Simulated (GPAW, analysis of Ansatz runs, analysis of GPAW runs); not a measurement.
## Reproducing a measured charge-transition level: Cu on a Zn site in ZnO (GPAW)

Aim: the charge-transition level of the Cu on a Zn site in ZnO, to be set beside the measurement. Set-up: PBE, plane waves 500 eV, 32-site cell, PBE lattice, k: the single point 1/4 1/4 1/4 then 2x2x2 shifted, dielectric constants 3.7 and 8.5 (handbook). The model is a cell of 32 host atoms with 1 Zn taken out and 1 Cu put in. The level is the Fermi energy at which two charge states have equal formation energy, after a correction for the images of the charge. A local or semilocal functional is the cheapest first rung.

**The experiment.** (0/-1) level above the valence-band top: 3.2 eV (“Acceptors in ZnO”, 2015, McCluskey et al.).

Method: GPAW plane-wave PAW DFT, PBE; relaxation of all atoms of a defect supercell, in GPAW 26.7.0.

## 1. The starting structure

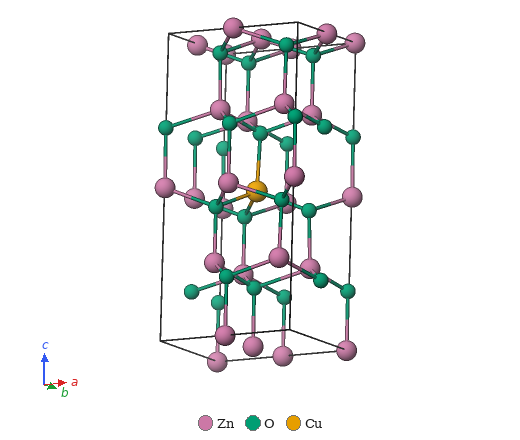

The cell as given, from a free direction (zinc pink, oxygen teal, copper orange). Bonds to atoms that aren't drawn are left out. Some periodic images of atoms are drawn too.

The cell holds 32 atoms: 15 Zn, 16 O and 1 Cu. Cell: a = 6.533 Å, b = 6.533 Å, c = 10.541 Å, α = 90.0°, β = 90.0°, γ = 120.0°. It derives from ZnO (space group P6_3mc). Nearest the centre at fractional (0.333, 0.667, 0.500): Cu14 at 0.05 Å, O28 at 1.96 Å, O15 at 2.01 Å, O4 at 2.02 Å, O12 at 2.02 Å, Zn29 at 3.20 Å, Zn1 at 3.21 Å, Zn13 at 3.23 Å.

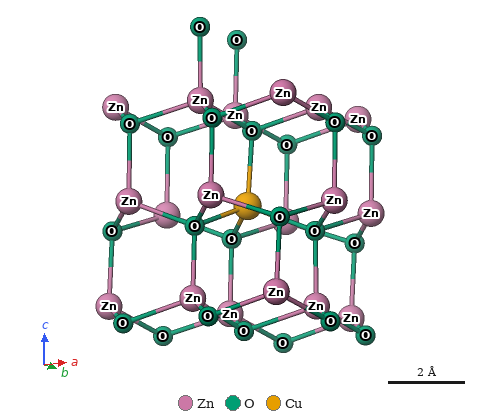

The atoms within 5 Å of the centre.

The host's primitive cell comes from a first run (GPAW plane-wave PAW DFT, PBE; relaxation of cell and atoms of a defect-free cell): vectors of 3.266, 3.266 and 5.271 Å. That is 12.18 Å³ an atom, 2.3 % over the diffraction cell's volume. The supercell is built on it.

## 2. Relaxation, charge 0

Every later number rests on the structure around the defect, so the atoms are relaxed at the host's lattice first.

Contents of run.py:

```python
import numpy as np
from ase.io import read, write
from ase.parallel import parprint, world
from gpaw import GPAW, PW
from ase.optimize import BFGS

atoms = read('POSCAR')
magmoms = np.zeros(len(atoms))
magmoms[[13]] = 1 / 1
atoms.set_initial_magnetic_moments(magmoms)
calc = GPAW(mode=PW(500),
            xc='PBE',
            kpts=[[0.25, 0.25, 0.25]],
            occupations={'name': 'fermi-dirac', 'width': 0.01, 'fixmagmom': True},
            nbands=152,
            convergence={'density': 1e-05, 'forces': 0.001},
            maxiter=150,
            symmetry='off',
            txt='gpaw.txt')
atoms.calc = calc
opt = BFGS(atoms, trajectory='relax.traj', logfile='-')
done = opt.run(fmax=0.02, steps=80)
parprint('Converged:', done)
energy = atoms.get_potential_energy()
forces = atoms.get_forces()
parprint(f'Energy: {energy:.6f} eV, largest force {np.linalg.norm(forces, axis=1).max():.4f} eV/A')
calc.write('gs.gpw')
write('final.xyz', atoms)
parprint('Moments:', atoms.get_magnetic_moments().round(3))
for s in range(calc.get_number_of_spins()):
    parprint('Levels (eV), spin', s, calc.get_eigenvalues(kpt=0, spin=s)[-16:].round(3))
```

Contents of POSCAR:

```
Zn O  Zn O  Zn O  Zn Cu O  Zn O  Zn O  Zn O  Zn O 
 1.0000000000000000
     6.5329230732260823   -0.0000000000000000    0.0000000000000000
    -3.2664615366130412    5.6575942071284668   -0.0000000039886251
     0.0000000000000000   -0.0000000073720880   10.5410797372096585
 Zn  O   Zn  O   Zn  O   Zn  Cu  O   Zn  O   Zn  O   Zn  O   Zn  O  
   2   2   2   2   2   2   1   1   2   2   2   2   2   2   2   2   2
Direct
  0.1615443608842474  0.3326963021067192  0.2536230657275270
  0.3311170305582813  0.1729646981477156 -0.0000553012349123
  0.3311448314825792  0.1723077451757213  0.1914078514906652
  0.1619752070463749  0.3313041196698650  0.4354641246184967
  0.1744378148518738  0.3336469668404256  0.7503963725178454
  0.3284333104001466  0.1664728174526873  0.4962549538986389
  0.3254673669726639  0.1661524088506770  0.6899089206496573
  0.1619178082397918  0.3322829121641704  0.9355643100546404
  0.1640501095744336  0.8253643984978769  0.2480845507179857
  0.3271075696694394  0.6669322808821904 -0.0026894664645312
  0.3259905720979971  0.6606411546764019  0.1872854086958791
  0.1601420889782262  0.8297439093499158  0.4362850340443202
  0.1604797634253889  0.8311574576735986  0.7466083017818973
  0.3279780824778122  0.6582926845880407  0.5012867999165102
  0.3357838526413867  0.6749700056361786  0.6907282655744158
  0.1601750354142397  0.8298324634626637  0.9362633058257905
  0.6641784014931325  0.3251581005715755  0.2514442034510020
  0.8304873945877480  0.1582479069798544 -0.0012324196499340
  0.8281558001933260  0.1587851509291636  0.1914770392357219
  0.6662600302834546  0.3405047908366640  0.4407190462957651
  0.6660085342923748  0.3394749156551591  0.7524581863969619
  0.8390729818654418  0.1647217790627512  0.4979192088091349
  0.8308622167347852  0.1690171765529086  0.6934561745445879
  0.6718509267591019  0.3376938049067526  0.9431597074944268
  0.6732120925267652  0.8417383778465825  0.2496974775508066
  0.8341418393446296  0.6652016430057345 -0.0046330414261391
  0.8381277828497453  0.6685028116889097  0.1934503635208592
  0.6602092009143949  0.8257503112167000  0.4376819262193314
  0.6587665762039880  0.8320606323122066  0.7486184849465576
  0.8406135342961946  0.6697377877582678  0.4972821883865318
  0.8336704095027814  0.6711631056810272  0.6933901824416202
  0.6603312511923403  0.8263704284248111  0.9418105245096049
```

Command:

```sh
$ OMP_NUM_THREADS=1 mpirun -n 4 gpaw python run.py > stdout
```

Log:

```text
__  _  _
 | _ |_)|_||  |
 |__||  | ||/\| - 26.7.0

Input parameters:
  mode=PW(ecut=500.0),
  convergence={'density': 1e-05, 'forces': 0.001},
  kpts=KPoints(kpts=array([[0.25, 0.25, 0.25]])),
  maxiter=150,
  nbands=152,
  occupations=Occupations(name='fermi-dirac', width=0.01, fixmagmom=True),
  symmetry=Symmetry(point_group=False, time_reversal=False),
  xc=XC(name='PBE')

Diagonalizing LCAO Hamiltonian
Converting LCAO to pw mode

          O       O

          ZnO     ZnO

            Zn      Zn
               O       O
          O  Cu   O  Zn

            O  Zn   O  Zn
          Zn      Zn
            Zn      Zn

             ZnO     ZnO

               Zn      Zn

Atoms  # Å, Bohr magnetons
|    | symbol |         x |        y |         z |    initial magnetic moments |
|----|--------|-----------|----------|-----------|-----------------------------|
|  0 |     Zn | -0.031383 | 1.882261 |  2.673461 | ( 0.0000,  0.0000,  0.0000) |
|  1 |     Zn |  1.598180 | 0.978564 | -0.000583 | ( 0.0000,  0.0000,  0.0000) |
|  2 |      O |  1.600507 | 0.974847 |  2.017645 | ( 0.0000,  0.0000,  0.0000) |
|  3 |      O | -0.024021 | 1.874384 |  4.590262 | ( 0.0000,  0.0000,  0.0000) |
|  4 |     Zn |  0.049744 | 1.887639 |  7.909988 | ( 0.0000,  0.0000,  0.0000) |
|  5 |     Zn |  1.601852 | 0.941836 |  5.231063 | ( 0.0000,  0.0000,  0.0000) |
|  6 |      O |  1.583523 | 0.940023 |  7.272385 | ( 0.0000,  0.0000,  0.0000) |
|  7 |      O | -0.027593 | 1.879922 |  9.861858 | ( 0.0000,  0.0000,  0.0000) |
|  8 |     Zn | -1.624294 | 4.669577 |  2.615079 | ( 0.0000,  0.0000,  0.0000) |
|  9 |     Zn | -0.041540 | 3.773232 | -0.028350 | ( 0.0000,  0.0000,  0.0000) |
| 10 |      O | -0.028288 | 3.737640 |  1.974190 | ( 0.0000,  0.0000,  0.0000) |
| 11 |      O | -1.664131 | 4.694354 |  4.598915 | ( 0.0000,  0.0000,  0.0000) |
| 12 |     Zn | -1.666542 | 4.702352 |  7.870058 | ( 0.0000,  0.0000,  0.0000) |
| 13 |     Cu | -0.007632 | 3.724353 |  5.284104 | ( 0.0000,  0.0000,  1.0000) |
| 14 |      O | -0.011113 | 3.818706 |  7.281022 | ( 0.0000,  0.0000,  0.0000) |
| 15 |      O | -1.664205 | 4.694855 |  9.869226 | ( 0.0000,  0.0000,  0.0000) |
| 16 |     Zn |  3.276910 | 1.839613 |  2.650493 | ( 0.0000,  0.0000,  0.0000) |
| 17 |     Zn |  4.908600 | 0.895302 | -0.012991 | ( 0.0000,  0.0000,  0.0000) |
| 18 |      O |  4.891613 | 0.898342 |  2.018375 | ( 0.0000,  0.0000,  0.0000) |
| 19 |      O |  3.240380 | 1.926438 |  4.645655 | ( 0.0000,  0.0000,  0.0000) |
| 20 |     Zn |  3.242101 | 1.920611 |  7.931722 | ( 0.0000,  0.0000,  0.0000) |
| 21 |     Zn |  4.943542 | 0.931929 |  5.248606 | ( 0.0000,  0.0000,  0.0000) |
| 22 |      O |  4.875871 | 0.956231 |  7.309777 | ( 0.0000,  0.0000,  0.0000) |
| 23 |      O |  3.286087 | 1.910535 |  9.941922 | ( 0.0000,  0.0000,  0.0000) |
| 24 |     Zn |  1.648537 | 4.762214 |  2.632081 | ( 0.0000,  0.0000,  0.0000) |
| 25 |     Zn |  3.276529 | 3.763441 | -0.048837 | ( 0.0000,  0.0000,  0.0000) |
| 26 |      O |  3.291786 | 3.782118 |  2.039176 | ( 0.0000,  0.0000,  0.0000) |
| 27 |      O |  1.615814 | 4.671760 |  4.613640 | ( 0.0000,  0.0000,  0.0000) |
| 28 |     Zn |  1.585777 | 4.707461 |  7.891247 | ( 0.0000,  0.0000,  0.0000) |
| 29 |     Zn |  3.303991 | 3.789105 |  5.241891 | ( 0.0000,  0.0000,  0.0000) |
| 30 |      O |  3.253976 | 3.797168 |  7.309081 | ( 0.0000,  0.0000,  0.0000) |
| 31 |      O |  1.614586 | 4.675269 |  9.927700 | ( 0.0000,  0.0000,  0.0000) |

Unit cell  # Å
| periodic |         x |         y |         z |   lengths |     angles |
|----------|-----------|-----------|-----------|-----------|------------|
|      yes |  6.532923 | -0.000000 |  0.000000 |  6.532923 |  90.000000 |
|      yes | -3.266462 |  5.657594 | -0.000000 |  6.532851 |  90.000000 |
|      yes |  0.000000 | -0.000000 | 10.541080 | 10.541080 | 120.000365 |

Number of symmetries: 1
Symmetry operations  # r_c * U_cc + t_c -> r_c
|   | kind |            matrix            |
|---|------|------------------------------|
| 0 |  E   |  1, 0, 0,  0, 1, 0,  0, 0, 1 |

BZ-sampling:
  Number of BZ points: 1
  Number of IBZ points: 1

K-points  # in reciprocal-cell coordinates
|   |                                coordinates |     weight |
|---|--------------------------------------------|------------|
| 0 | (  0.25000000,   0.25000000,   0.25000000) | 1.00000000 |

Plane wave coefficients: 9915
Cutoff: 500.0 eV

Spin-components: 2 (collinear spins)
Bands:           152
Projectors:      176
Spin-degeneracy: 1
Datatype:        complex128

Density:
  Valence electrons: 287.0
  Components: 2
  Grid points: [35 35 56]
  Charge: 0.0  # |e|

Potential:
  Grid points: [35 35 56]

species:
  Zn:
    name:    Zinc
    Z:       30.0
    valence: 12
    core:    18
    charge:  0.0  # [|e|]
    compensation charges:
      type: gauss
      rc: 0.37  # [Å]
      lmax: 2
    cutoffs:
      filter: 2.14  # [Å]
      core: 2.28  # [Å]
    projectors
    | kind |    occ | energy [eV] | rcut [Å] |
    |------|--------|-------------|----------|
    |   4s |  2.000 |      -5.977 |    1.286 |
    |   4p |  0.000 |      -1.117 |    1.270 |
    |   3d | 10.000 |     -10.142 |    1.180 |
    |    s |        |      21.234 |    1.286 |
    |    p |        |      26.095 |    1.270 |
    |    d |        |      17.070 |    1.180 |

    Using partial waves for Zn as LCAO basis

  O:
    name:    Oxygen
    Z:       8.0
    valence: 6
    core:    2
    charge:  0.0  # [|e|]
    compensation charges:
      type: gauss
      rc: 0.21  # [Å]
      lmax: 2
    cutoffs:
      filter: 1.17  # [Å]
      core: 0.83  # [Å]
    projectors
    | kind |    occ | energy [eV] | rcut [Å] |
    |------|--------|-------------|----------|
    |   2s |  2.000 |     -23.961 |    0.688 |
    |   2p |  4.000 |      -9.029 |    0.598 |
    |    s |        |       3.251 |    0.688 |
    |    p |        |      18.182 |    0.598 |
    |    d |        |       0.000 |    0.619 |

    Using partial waves for O as LCAO basis

  Cu:
    name:    Copper
    Z:       29.0
    valence: 11
    core:    18
    charge:  0.0  # [|e|]
    compensation charges:
      type: gauss
      rc: 0.33  # [Å]
      lmax: 2
    cutoffs:
      filter: 2.06  # [Å]
      core: 2.43  # [Å]
    projectors
    | kind |    occ | energy [eV] | rcut [Å] |
    |------|--------|-------------|----------|
    |   4s |  1.000 |      -4.609 |    1.164 |
    |   4p |  0.000 |      -0.698 |    1.164 |
    |   3d | 10.000 |      -5.039 |    1.058 |
    |    s |        |      22.603 |    1.164 |
    |    p |        |      26.513 |    1.164 |
[...]
- Maximum change in the atomic [forces] across last 2 cycles: 0.001 eV/Ang OR
Maximum error relative to the maximum force is below inf
- Maximum [total energy] change in last 3 cyles: 0.0005 eV / valence electron
- Maximum integral of absolute [eigenst]ate change: 4e-08 eV^2 / valence electron
maximum number of iterations: 150

SCF iterations
|iter     | |      energy | eigst |  dens |force |  magmom |
|---------|-|-------------|-------|-------|------|---------|
|iter:   1| | -142.823373c| -3.43 |       |      |  +1.0000|
[...]
|iter:   6| | -142.823361c| -5.89 | -4.68 |      |  +1.0000|
|iter:   7| | -142.823361c| -6.32 | -4.94 |      |  +1.0000|
|iter:   8| | -142.823361c| -6.66 | -5.11c|      |  +1.0000|
|iter:   9| | -142.823360c| -6.93 | -5.24c|      |  +1.0000|
|iter:  10| | -142.823360c| -7.65c| -5.50c|-1.85 |  +1.0000|
|iter:  11| | -142.823360c| -7.85c| -5.85c|-3.30c|  +1.0000|

Converged in 11 steps
SCF loop duration: 29.053 s (2.641 s/step)
Energy contributions relative to reference atoms: (reference = -810594.988453)

Energy contributions:
  Kinetic:         255.553727
  Coulomb:        -219.244068
  Zero:              0.359059
  External:          0.000000
  Xc:             -179.491781
  Entropy:          -0.000593
  Spinorbit:         0.000000
  ----------------------------
  Free energy:    -142.823657
  Extrapolated:   -142.823360

dipole moment: (-0.783182, -0.169904, 49.948290)  # |e|*Ang

Total magnetic moment: (0.000000, 0.000000, 1.000000)

Local magnetic moments
|        x |        y |         z |
|----------|----------|-----------|
[...]
Fermi levels: 6.106, 4.057
Eigenvalues  # (at kpt = [0.250, 0.250, 0.250])
| band index |      eig [eV] | occ [0-1] |      eig [eV] | occ [0-1] |
|------------|---------------|-----------|---------------|-----------|
[...]
|        ... |               |           |               |           |
[...]
Gap: 2.492 eV
Transition (v -> c):
  (s=1, k=0, n=143, [0.25, 0.25, 0.25]) -> (s=0, k=0, n=144, [0.25, 0.25, 0.25])
No difference between direct/indirect transitions

Forces  # eV/Ang
|        x |        y |        z |
|----------|----------|----------|
[...]
O       O

          ZnO     ZnO

            Zn      Zn
               O       O
          O  Cu   O  Zn

            O  Zn   O  Zn
          Zn      Zn
            Zn      Zn

             ZnO     ZnO

               Zn      Zn

Atoms  # Å, Bohr magnetons
|    | symbol |         x |        y |         z |    initial magnetic moments |
|----|--------|-----------|----------|-----------|-----------------------------|
[...]
| 13 |     Cu | -0.021677 | 3.756130 |  5.286897 | ( 0.0000,  0.0000,  0.5940) |
[...]
| 16 |     Zn |  3.245209 | 1.885622 |  2.631908 | ( 0.0000,  0.0000,  0.0002) |
| 17 |     Zn |  4.903251 | 0.932385 | -0.012864 | ( 0.0000,  0.0000,  0.0004) |
| 18 |      O |  4.879388 | 0.940262 |  1.988484 | ( 0.0000,  0.0000,  0.0006) |
| 19 |      O |  3.272469 | 1.868478 |  4.639438 | ( 0.0000,  0.0000,  0.0023) |
| 20 |     Zn |  3.233909 | 1.900534 |  7.898113 | ( 0.0000,  0.0000,  0.0001) |
| 21 |     Zn |  4.915937 | 0.918385 |  5.255631 | ( 0.0000,  0.0000,  0.0017) |
| 22 |      O |  4.871849 | 0.955814 |  7.265353 | ( 0.0000,  0.0000, -0.0004) |
| 23 |      O |  3.261166 | 1.878824 |  9.903654 | ( 0.0000,  0.0000,  0.0004) |
| 24 |     Zn |  1.610581 | 4.714574 |  2.629506 | ( 0.0000,  0.0000,  0.0012) |
| 25 |     Zn |  3.269293 | 3.758859 |  0.001584 | ( 0.0000,  0.0000,  0.0003) |
| 26 |      O |  3.258807 | 3.768513 |  2.007759 | ( 0.0000,  0.0000,  0.0014) |
| 27 |      O |  1.657887 | 4.702813 |  4.616122 | ( 0.0000,  0.0000,  0.0320) |
| 28 |     Zn |  1.594892 | 4.733340 |  7.893722 | ( 0.0000,  0.0000,  0.0035) |
| 29 |     Zn |  3.263048 | 3.749382 |  5.266415 | ( 0.0000,  0.0000,  0.0096) |
| 30 |      O |  3.233796 | 3.783541 |  7.268421 | ( 0.0000,  0.0000,  0.0007) |
| 31 |      O |  1.634555 | 4.707316 |  9.901818 | ( 0.0000,  0.0000,  0.0019) |

Unit cell  # Å
| periodic |         x |         y |         z |   lengths |     angles |
|----------|-----------|-----------|-----------|-----------|------------|
|      yes |  6.532923 | -0.000000 |  0.000000 |  6.532923 |  90.000000 |
|      yes | -3.266462 |  5.657594 | -0.000000 |  6.532851 |  90.000000 |
|      yes |  0.000000 | -0.000000 | 10.541080 | 10.541080 | 120.000365 |

Initialization done in: 1.152 s

convergence criteria:
- Maximum integral of absolute [dens]ity change: 1e-05 electrons / valence electron
- Maximum change in the atomic [forces] across last 2 cycles: 0.001 eV/Ang OR
Maximum error relative to the maximum force is below inf
- Maximum [total energy] change in last 3 cyles: 0.0005 eV / valence electron
- Maximum integral of absolute [eigenst]ate change: 4e-08 eV^2 / valence electron
maximum number of iterations: 150

SCF iterations
|iter     | |      energy | eigst |  dens |force |  magmom |
|---------|-|-------------|-------|-------|------|---------|
|iter:   1| | -142.823506c| -3.45 |       |      |  +1.0000|
|iter:   2| | -142.823521c| -4.67 | -4.01 |      |  +1.0000|
|iter:   3| | -142.823509c| -5.11 | -4.06 |      |  +1.0000|
|iter:   4| | -142.823504c| -5.45 | -4.27 |      |  +1.0000|
|iter:   5| | -142.823506c| -5.78 | -4.50 |      |  +1.0000|
|iter:   6| | -142.823504c| -6.05 | -4.75 |      |  +1.0000|
|iter:   7| | -142.823504c| -6.41 | -4.97 |      |  +1.0000|
|iter:   8| | -142.823504c| -6.89 | -5.19c|      |  +1.0000|
|iter:   9| | -142.823503c| -7.53c| -5.27c|-1.81 |  +1.0000|
|iter:  10| | -142.823503c| -7.58c| -5.56c|-3.23c|  +1.0000|

Converged in 10 steps
SCF loop duration: 25.122 s (2.512 s/step)
Energy contributions relative to reference atoms: (reference = -810594.988453)

Energy contributions:
  Kinetic:         255.550618
  Coulomb:        -219.242048
  Zero:              0.358928
  External:          0.000000
  Xc:             -179.490715
  Entropy:          -0.000575
  Spinorbit:         0.000000
  ----------------------------
  Free energy:    -142.823791
  Extrapolated:   -142.823503

dipole moment: (-0.788318, -0.169422, 49.968229)  # |e|*Ang

Total magnetic moment: (0.000000, 0.000000, 1.000000)

Local magnetic moments
|        x |        y |         z |
|----------|----------|-----------|
[...]
Fermi levels: 6.106, 4.055
Eigenvalues  # (at kpt = [0.250, 0.250, 0.250])
| band index |      eig [eV] | occ [0-1] |      eig [eV] | occ [0-1] |
|------------|---------------|-----------|---------------|-----------|
[...]
|        ... |               |           |               |           |
[...]
|        144 |         6.603 |     0.000 |         6.617 |     0.000 |
|        145 |         7.498 |     0.000 |         7.514 |     0.000 |
|        146 |         7.953 |     0.000 |         7.971 |     0.000 |
|        147 |         8.015 |     0.000 |         8.037 |     0.000 |
|        148 |         8.490 |     0.000 |         8.505 |     0.000 |
|        149 |         8.548 |     0.000 |         8.571 |     0.000 |
|        150 |         8.874 |     0.000 |         8.890 |     0.000 |
|        151 |         9.645 |     0.000 |         9.659 |     0.000 |

Gap: 2.494 eV
Transition (v -> c):
  (s=1, k=0, n=143, [0.25, 0.25, 0.25]) -> (s=0, k=0, n=144, [0.25, 0.25, 0.25])
No difference between direct/indirect transitions

Forces  # eV/Ang
|        x |        y |        z |
|----------|----------|----------|
[...]
|  0.00337 |  0.00920 | -0.00419 |  # Zn  24
|  0.00020 | -0.00525 | -0.00695 |  # Zn  25
|  0.00865 | -0.00004 |  0.00299 |  # O   26
| -0.00081 | -0.00081 |  0.00165 |  # O   27
| -0.01086 |  0.00182 |  0.00794 |  # Zn  28
|  0.00816 | -0.00980 |  0.00034 |  # Zn  29
| -0.00725 |  0.00082 |  0.00587 |  # O   30
| -0.00118 | -0.00229 | -0.00040 |  # O   31

# Writing to gs.gpw (mode='')
```

The job ended after 14 min (4 MPI ranks of Intel Xeon Platinum 8488C (Sapphire Rapids), shared host; peak memory 1.6 GiB).

(Part 1 of 4 ends here.)

[Logs are printed without paths, hosts, clocks, repeated set-up lines and the standing remarks that a program may print on its own settings, such as how far it seeks lower states.]

[Hosts, paths, dates, database ids (printed as entryN), source tags and the programs' standing remarks are cut or masked in the printed files.]

[For some hosts the program warned that the k-mesh of the response run may be too coarse for force constants and the static dielectric constant; such warnings are not shown here.]
